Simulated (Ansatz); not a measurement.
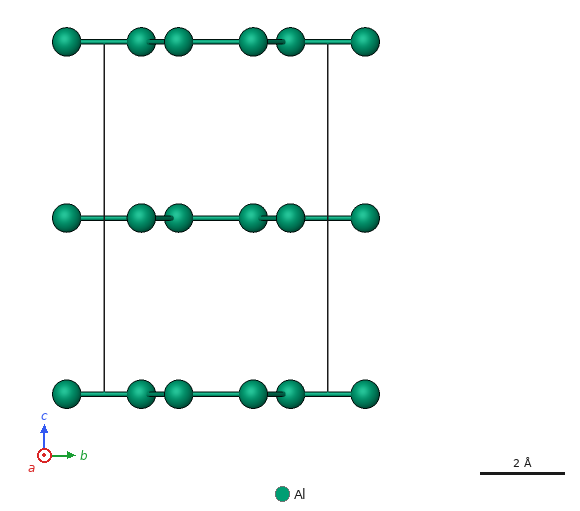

This is the input geometry for a relaxation of solid Al (built on the C_69 type) (coarse preliminary run). The picture is a ball-and-stick view of the conventional cell (4 times the calculation's cell), seen along the a axis. Lengths and directions refer to the drawn axes.

Case: C type (Fmmm, No. 69).

Method: DFT PBE, scalar-relativistic, plane waves, PAW (Ansatz).

Input file:
```yaml
crystal:
  lattice:
    - [0.0, 2.6916714458, 4.2368199344]
    - [1.5540068338, 0.0, 4.2368199344]
    - [1.5540068338, 2.6916714458, 0.0]
  atoms:
    - { symbol: Al, position: [0.16667, 0.83333, 0.16667] }
    - { symbol: Al, position: [0.83333, 0.16667, 0.83333] }
basis:
  ecutwfc: 420
kpoints:
  mp_grid: { grid: [6, 6, 6] }
hamiltonian:
  xc: pbe
scf:
  occupations: { method: gaussian, width: 0.1 }
  lower_state_search: "off"
output:
  forces: true
  stress: true
  eigenvalues: true
relax:
  adjacent_minimum: "off"
  f_tol: 0.04
  max_steps: 70
  cell: { stress_tol: 0.4 }
```

What does the optimiser find from here?

After 25 accepted moves (30 points after the start) the energy has fallen by 6952 meV per atom. Largest force component: 0.032 eV/Å at the start, 0.02 eV/Å at the end. The pressure goes from 124.25 to 0.18 GPa. The line search rejected the trial steps at points 15, 21, 27 of the run. At 2 points the geometry stayed and the basis and grid were re-selected for the new cell (energy shift of 141 meV per atom at most each time). The largest moves relative to the cell, 0.18 Å, are those of Al1 and Al2. Al1 goes along −b. Cell: a 3.108 → 4.100 Å (+31.9 %), b 5.383 → 8.944 Å (+66.1 %), c 8.474 → 4.101 Å (−51.6 %). Volume +6.1 %. Near-neighbour distances that change, for instance: Al1–Al1 4.513 → 2.900 Å, Al1–Al2 4.331 → 2.760 Å, Al1–Al2 (another image) 1.794 → 2.760 Å, Al1–Al2 (another image) 1.794 → 2.624 Å. New bonds form: Al1–Al1 (4.51 → 2.90 Å), Al1–Al2 (4.33 → 2.76 Å), Al2–Al2 (4.51 → 2.90 Å). Bond angles that change, for instance: Al2–Al1–Al2 120.0° → 95.9°, Al2–Al1–Al2 120.0° → 132.0°. The space group (tolerance 0.01 Å) goes from Fmmm (No. 69) to I4/mmm (No. 139).

Final geometry:

```
Al
1.0
     0.00000    4.47180    2.05058
     2.05019    0.00000    2.05058
     2.05019    4.47180    0.00000
Al
2
Cartesian
  2.0502 1.3119 2.0506
  2.0502 7.6317 2.0506
```

The end point in the same view:

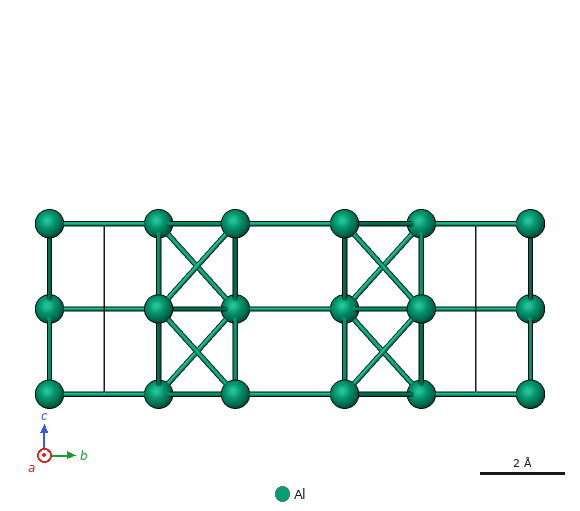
